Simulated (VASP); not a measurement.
**WSe₂: geometry relaxation (part 2 of 2)**

WSe₂ (P6₃/mmc, 6 atoms in the cell); Kohn-Sham DFT of a periodic cell, r2SCAN, VASP PAW PBE potentials, recommended, no spin polarisation (VASP 6.6.1); cutoff 600 eV, 9×9×2 k-mesh, Gaussian smearing of 0.03 eV. The structure derives from an entry of the Crystallography Open Database.

Geometry of the input (Å; fractional positions):
```
3.3175  0.0000  0.0000
-1.6587  2.8730  0.0000
-0.0000  -0.0000  13.7512
W  0.3333  0.6667  0.2500
W  0.6667  0.3333  0.7500
Se 0.3333  0.6667  0.6291
Se 0.6667  0.3333  0.1291
Se 0.3333  0.6667  0.8709
Se 0.6667  0.3333  0.3709
```

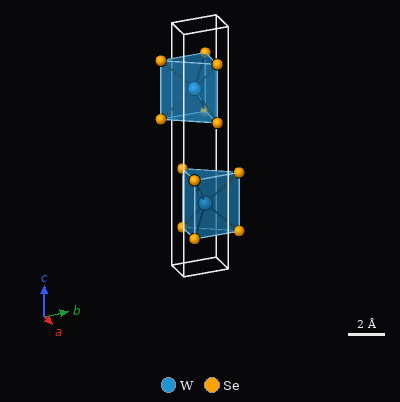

Figure 1. The geometry at step 1 of the log (polyhedral view of the cell of the calculation, seen slightly off an axis; polyhedra are completed across the faces of the cell).

## Parts of OUTCAR, continued
```
 -----------------------------------------------------------------------------
  energy-cutoff  :      600.00
  volume of cell :      131.07
      direct lattice vectors                 reciprocal lattice vectors
     3.317487529  0.000000000  0.000000000     0.301432934  0.174032386  0.000000000
    -1.658743765  2.873028477  0.000000000     0.000000000  0.348064771  0.000000000
     0.000000000  0.000000000 13.751150905     0.000000000  0.000000000  0.072721186

 POSITION                                       TOTAL-FORCE (eV/Angst)
 -----------------------------------------------------------------------------------
     -0.00000      1.91535      3.43779         0.000000     -0.000000      0.000000
      1.65874      0.95768     10.31336        -0.000000      0.000000      0.000000
     -0.00000      1.91535      8.65049        -0.000000     -0.000000     -0.008217
      1.65874      0.95768      1.77492        -0.000000     -0.000000     -0.008217
     -0.00000      1.91535     11.97623        -0.000000      0.000000      0.008217
      1.65874      0.95768      5.10066        -0.000000     -0.000000      0.008217
 -----------------------------------------------------------------------------------
    total drift:                               -0.000000      0.000000     -0.000000

  FREE ENERGIE OF THE ION-ELECTRON SYSTEM (eV)
  ---------------------------------------------------
  free  energy   TOTEN  =      -163.5961584246 eV

  energy  without entropy=     -163.5961584246  energy(sigma->0) =     -163.59615842

--------------------------------------- Ionic step        2  -------------------------------------------

 number of electron      52.0000004 magnetization

------------------------ aborting loop because EDIFF is reached ----------------------------------------

  FORCE on cell =-STRESS in cart. coord.  units (eV):
  Direction    XX          YY          ZZ          XY          YZ          ZX
  --------------------------------------------------------------------------------------
  -------------------------------------------------------------------------------------
  Total       -0.0293575     -0.0293575     -0.0629755     -0.0000000     -0.0000000      0.0000000
  in kB       -0.3587953     -0.3587953     -0.7696593     -0.0000000     -0.0000000      0.0000000
  external PRESSURE =      -0.4957500 kB  Pullay stress =       0.0000000 kB

 VOLUME and BASIS-vectors are now :
 -----------------------------------------------------------------------------
  energy-cutoff  :      600.00
  volume of cell :      131.09
      direct lattice vectors                 reciprocal lattice vectors
     3.317821271  0.000000000  0.000000000     0.301402613  0.174014880  0.000000000
    -1.658910636  2.873317506 -0.000000000    -0.000000000  0.348029759  0.000000000
     0.000000000 -0.000000000 13.751400091    -0.000000000  0.000000000  0.072719868

 POSITION                                       TOTAL-FORCE (eV/Angst)
 -----------------------------------------------------------------------------------
     -0.00000      1.91555      3.43785         0.000000      0.000000     -0.000000
      1.65891      0.95777     10.31355        -0.000000     -0.000000     -0.000000
     -0.00000      1.91555      8.65025         0.000000      0.000000      0.001745
      1.65891      0.95777      1.77455        -0.000000     -0.000000      0.001745
     -0.00000      1.91555     11.97685         0.000000      0.000000     -0.001745
      1.65891      0.95777      5.10115        -0.000000     -0.000000     -0.001745
 -----------------------------------------------------------------------------------
    total drift:                               -0.000000      0.000000     -0.000000

  FREE ENERGIE OF THE ION-ELECTRON SYSTEM (eV)
  ---------------------------------------------------
  free  energy   TOTEN  =      -163.5961590228 eV

  energy  without entropy=     -163.5961590228  energy(sigma->0) =     -163.59615902

--------------------------------------- Ionic step        3  -------------------------------------------

 number of electron      52.0000004 magnetization

 Free energy of the ion-electron system (eV)
  ---------------------------------------------------
  ext. energy  EPLUGINS =         0.00000000
  ---------------------------------------------------
  free energy    TOTEN  =      -163.59616188 eV

  energy without entropy =     -163.59616188  energy(sigma->0) =     -163.59616188

 E-fermi :   5.3616     XC(G=0): -10.8778     alpha+bet :-10.9598

 val. band max:        5.1578529267   @ k =   0.0000   0.0000   0.0000
 cond. band min:       6.5800231512   @ k =   0.3333   0.3333   0.0000
 fundamental gap:      1.4221702245
 Fermi energy:         5.3615549085

 k-point     1 :       0.0000    0.0000    0.0000
  band No.  band energies     occupation
      1     -71.0667      2.00000
      2     -71.0667      2.00000
      3     -34.6424      2.00000
      4     -34.6424      2.00000
      5     -34.5414      2.00000
      6     -34.5414      2.00000
      7     -34.5414      2.00000
      8     -34.5414      2.00000
      9     -10.4939      2.00000
     10     -10.3838      2.00000
     11      -9.1814      2.00000
     12      -8.9874      2.00000
     13      -1.7992      2.00000
     14      -1.1402      2.00000
     15       1.9366      2.00000
     16       2.3934      2.00000
     17       2.3934      2.00000
     18       2.4009      2.00000
     19       2.4009      2.00000
     20       3.5500      2.00000
     21       3.5500      2.00000
     22       3.5729      2.00000
     23       3.5729      2.00000
     24       3.6555      2.00000
     25       4.3292      2.00000
     26       5.1579      2.00000
     27       8.0028      0.00000
     28       8.0029      0.00000
     29       8.0252      0.00000
     30       8.0252      0.00000
     31       8.1456      0.00000

 k-point     2 :       0.1111   -0.0000    0.0000
  band No.  band energies     occupation
      1     -71.0655      2.00000
      2     -71.0654      2.00000
      3     -34.6371      2.00000
      4     -34.6371      2.00000
      5     -34.5685      2.00000
      6     -34.5685      2.00000
      7     -34.5477      2.00000
      8     -34.5477      2.00000
      9     -10.3065      2.00000
     10     -10.1972      2.00000
     11      -9.0860      2.00000
     12      -8.9012      2.00000
     13      -1.5622      2.00000
     14      -0.9049      2.00000
     15       1.7026      2.00000
     16       1.8570      2.00000
     17       1.8735      2.00000
     18       2.5667      2.00000
     19       2.5799      2.00000
     20       2.6958      2.00000
     21       3.2459      2.00000
     22       3.2738      2.00000
     23       3.4878      2.00000
     24       4.0409      2.00000
     25       4.3279      2.00000
     26       4.9141      2.00000
     27       7.5072      0.00000
     28       7.7072      0.00000
     29       7.8157      0.00000
     30       7.8173      0.00000
     31       7.9055      0.00000

 k-point     3 :       0.2222    0.0000    0.0000
  band No.  band energies     occupation
      1     -71.0623      2.00000
      2     -71.0623      2.00000
      3     -34.6366      2.00000
      4     -34.6366      2.00000
      5     -34.6237      2.00000
      6     -34.6237      2.00000
      7     -34.5638      2.00000
      8     -34.5638      2.00000
      9      -9.7901      2.00000
     10      -9.6854      2.00000
     11      -8.8247      2.00000
     12      -8.6670      2.00000
     13      -0.9532      2.00000
     14      -0.3347      2.00000
     15       0.7105      2.00000
     16       0.7741      2.00000
     17       1.1094      2.00000
     18       1.6152      2.00000
     19       2.6292      2.00000
     20       2.6646      2.00000
     21       3.0097      2.00000
     22       3.0406      2.00000
     23       3.0785      2.00000
     24       3.6873      2.00000
     25       4.0951      2.00000
     26       4.2279      2.00000
     27       6.8179      0.00000
     28       7.4820      0.00000
     29       7.5334      0.00000
     30       7.6033      0.00000
     31       7.6676      0.00000

 k-point     4 :       0.3333    0.0000    0.0000
  band No.  band energies     occupation
      1     -71.0588      2.00000
      2     -71.0588      2.00000
      3     -34.7130      2.00000
      4     -34.7129      2.00000
      5     -34.6085      2.00000
      6     -34.6085      2.00000
      7     -34.5819      2.00000
      8     -34.5819      2.00000
      9      -9.0969      2.00000
     10      -9.0080      2.00000
     11      -8.4815      2.00000
     12      -8.3682      2.00000
     13      -0.8330      2.00000
     14      -0.6498      2.00000
     15       0.0820      2.00000
     16       0.3092      2.00000
     17       0.5319      2.00000
     18       0.5569      2.00000
     19       2.0788      2.00000
     20       2.1193      2.00000
     21       2.7019      2.00000
     22       3.1558      2.00000
     23       3.4885      2.00000
     24       3.5546      2.00000
     25       3.6364      2.00000
     26       3.7775      2.00000
     27       7.0127      0.00000
     28       7.2944      0.00000
     29       7.3778      0.00000
     30       7.6048      0.00000
     31       8.1502      0.00000

 k-point     5 :       0.4444    0.0000    0.0000
  band No.  band energies     occupation
      1     -71.0565      2.00000
      2     -71.0565      2.00000
      3     -34.7623      2.00000
      4     -34.7622      2.00000
      5     -34.5986      2.00000
      6     -34.5986      2.00000
      7     -34.5938      2.00000
      8     -34.5938      2.00000
      9      -8.5401      2.00000
     10      -8.4827      2.00000
     11      -8.2150      2.00000
     12      -8.1544      2.00000
     13      -1.5712      2.00000
     14      -1.4325      2.00000
     15      -0.2870      2.00000
     16      -0.1746      2.00000
     17       0.3440      2.00000
     18       0.7545      2.00000
     19       1.7722      2.00000
     20       1.8150      2.00000
     21       2.6295      2.00000
     22       2.8140      2.00000
     23       3.7512      2.00000
     24       3.7678      2.00000
     25       3.8531      2.00000
     26       3.9059      2.00000
     27       7.3920      0.00000
     28       7.4224      0.00000
     29       7.5865      0.00000
     30       7.8390      0.00000
     31       8.5618      0.00000

 [... the levels of 18 k-points are left out ...]

 k-point    24 :       0.3333    0.3333    0.5000
  band No.  band energies     occupation
      1     -71.0548      2.00000
      2     -71.0548      2.00000
      3     -34.7123      2.00000
      4     -34.7123      2.00000
      5     -34.6882      2.00000
      6     -34.6882      2.00000
      7     -34.5916      2.00000
      8     -34.5916      2.00000
      9      -8.1343      2.00000
     10      -8.1343      2.00000
     11      -7.9813      2.00000
     12      -7.9813      2.00000
     13      -0.6175      2.00000
     14      -0.6175      2.00000
     15      -0.5267      2.00000
     16      -0.5267      2.00000
     17       0.4274      2.00000
     18       0.4274      2.00000
     19       0.9224      2.00000
     20       0.9224      2.00000
     21       1.5854      2.00000
     22       1.5854      2.00000
     23       2.4748      2.00000
     24       2.4748      2.00000
     25       4.9326      2.00000
     26       4.9326      2.00000
     27       6.5800      0.00000
     28       6.5800      0.00000
     29       7.9778      0.00000
     30       7.9778      0.00000
     31       8.6156      0.00000

------------------------ aborting loop because EDIFF is reached ----------------------------------------

  FORCE on cell =-STRESS in cart. coord.  units (eV):
  Direction    XX          YY          ZZ          XY          YZ          ZX
  --------------------------------------------------------------------------------------
  -------------------------------------------------------------------------------------
  Total       -0.0063644     -0.0063644     -0.0269883     -0.0000000      0.0000000      0.0000000
  in kB       -0.0777925     -0.0777925     -0.3298775     -0.0000000      0.0000000      0.0000000
  external PRESSURE =      -0.1618208 kB  Pullay stress =       0.0000000 kB

 VOLUME and BASIS-vectors are now :
 -----------------------------------------------------------------------------
  energy-cutoff  :      600.00
  volume of cell :      131.08
      direct lattice vectors                 reciprocal lattice vectors
     3.317647313  0.000000000  0.000000000     0.301418417  0.174024004  0.000000000
    -1.658823656  2.873166854 -0.000000000    -0.000000000  0.348048008  0.000000000
     0.000000000 -0.000000000 13.751270207    -0.000000000  0.000000000  0.072720555

 POSITION                                       TOTAL-FORCE (eV/Angst)
 -----------------------------------------------------------------------------------
     -0.00000      1.91544      3.43782         0.000000      0.000000      0.000000
      1.65882      0.95772     10.31345        -0.000000     -0.000000      0.000000
     -0.00000      1.91544      8.65038         0.000000     -0.000000     -0.003477
      1.65882      0.95772      1.77474        -0.000000      0.000000     -0.003477
     -0.00000      1.91544     11.97653         0.000000     -0.000000      0.003477
      1.65882      0.95772      5.10089        -0.000000     -0.000000      0.003477
 -----------------------------------------------------------------------------------
    total drift:                               -0.000000      0.000000     -0.000000

  FREE ENERGIE OF THE ION-ELECTRON SYSTEM (eV)
  ---------------------------------------------------
  free  energy   TOTEN  =      -163.5961618803 eV

  energy  without entropy=     -163.5961618803  energy(sigma->0) =     -163.59616188

 reached required accuracy - stopping structural energy minimisation
```

## CONTCAR
```
WSe2
   1.00000000000000
     3.3176473128005655    0.0000000000000028    0.0000000000000000
    -1.6588236563502778    2.8731668537438075   -0.0000000000000000
     0.0000000000000000   -0.0000000000000000   13.7512702066928316
  W               Se
     2     4
Direct
     0.3333333332999970    0.6666666667000030    0.2500000000000000
     0.6666666667000030    0.3333333332999970    0.7500000000000000
     0.3333333332999970    0.6666666667000030    0.6290603198959045
     0.6666666667000030    0.3333333332999970    0.1290603198959044
     0.3333333332999970    0.6666666667000030    0.8709396801040955
     0.6666666667000030    0.3333333332999970    0.3709396801040956

  0.00000000E+00  0.00000000E+00  0.00000000E+00
  0.00000000E+00  0.00000000E+00  0.00000000E+00
  0.00000000E+00  0.00000000E+00  0.00000000E+00
  0.00000000E+00  0.00000000E+00  0.00000000E+00
  0.00000000E+00  0.00000000E+00  0.00000000E+00
  0.00000000E+00  0.00000000E+00  0.00000000E+00
```

## Trajectory as extended XYZ (Å, eV, eV/Å), 3 frames, from step=0 to step=2
```
6
Lattice="3.3175 0.0000 0.0000 -1.6587 2.8730 0.0000 0.0000 0.0000 13.7512" Properties=species:S:1:pos:R:3:forces:R:3 step=0 energy=-163.59616
W     0.0000    1.9154    3.4378    0.0000   0.0000   0.0000
W     1.6587    0.9577   10.3134    0.0000   0.0000   0.0000
Se    0.0000    1.9154    8.6505    0.0000   0.0000  -0.0082
Se    1.6587    0.9577    1.7749    0.0000   0.0000  -0.0082
Se    0.0000    1.9154   11.9762    0.0000   0.0000   0.0082
Se    1.6587    0.9577    5.1007    0.0000   0.0000   0.0082
6
Lattice="3.3178 0.0000 0.0000 -1.6589 2.8733 -0.0000 0.0000 -0.0000 13.7514" Properties=species:S:1:pos:R:3:forces:R:3 step=1 energy=-163.59616
W     0.0000    1.9155    3.4379    0.0000   0.0000   0.0000
W     1.6589    0.9578   10.3135    0.0000   0.0000   0.0000
Se    0.0000    1.9155    8.6503    0.0000   0.0000   0.0017
Se    1.6589    0.9578    1.7746    0.0000   0.0000   0.0017
Se    0.0000    1.9155   11.9768    0.0000   0.0000  -0.0017
Se    1.6589    0.9578    5.1011    0.0000   0.0000  -0.0017
6
Lattice="3.3176 0.0000 0.0000 -1.6588 2.8732 -0.0000 0.0000 -0.0000 13.7513" Properties=species:S:1:pos:R:3:forces:R:3 step=2 energy=-163.59616
W     0.0000    1.9154    3.4378    0.0000   0.0000   0.0000
W     1.6588    0.9577   10.3135    0.0000   0.0000   0.0000
Se    0.0000    1.9154    8.6504    0.0000   0.0000  -0.0035
Se    1.6588    0.9577    1.7747    0.0000   0.0000  -0.0035
Se    0.0000    1.9154   11.9765    0.0000   0.0000   0.0035
Se    1.6588    0.9577    5.1009    0.0000   0.0000   0.0035
```

## Key numbers

```csv
quantity,value
outcome,converged
space group (tolerance 0.01 Å),P6₃/mmc (194)
electrons treated,52
free energy,−163.5962 eV
gap on the k-point mesh,1.42 eV
pressure,−0.02 GPa
final volume,131.08 Å³
largest force (length of the vector) at the end,0.003 eV/Å
final cell,"a = 3.318 Å, b = 3.318 Å, c = 13.751 Å, α = 90.00°, β = 90.00°, γ = 120.00°"
wall time,12 min (CPU time 24 min)
peak memory,0.37 GiB
```

Spin–orbit coupling is left out, which matters for W.
